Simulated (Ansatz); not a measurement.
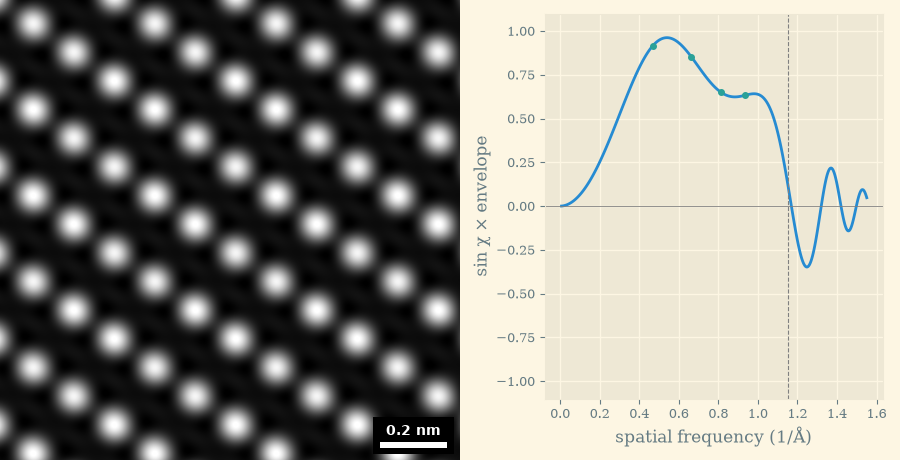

HRTEM-like image of NiGe (Fd-3m, No. 227) along [110]. Simulated in the weak-phase-object approximation with neutral-atom potentials: 300 kV, Cs = −40 µm, defocus +106 Å (negative is underfocus), defocus spread 15 Å, aperture 1.15 1/Å. Structure used: coordinates from a relaxation with DFT PBE, scalar-relativistic, plane waves, PAW in Ansatz; the starting structure was generated, so it need not be a known form of this composition.

The plot gives the contrast transfer function, the aperture (dashed) and the crystal's spatial frequencies that carry visible contrast (dots).

Q: What point resolution do these settings give, and which lattice spacings pass?

A: About 0.9 Å (0.66 |Cs|^(1/4) λ^(3/4) with λ = 0.0197 Å). The spacings that carry visible contrast are {220} at 2.13 Å, {400} at 1.51 Å, {422} at 1.23 Å, {440} at 1.07 Å.

Q: Do the atom columns appear dark or bright, and why?

A: Bright. With negative Cs and overfocus sin χ is positive over the pass band, so the strongest columns (Ge) come out brighter than the background.
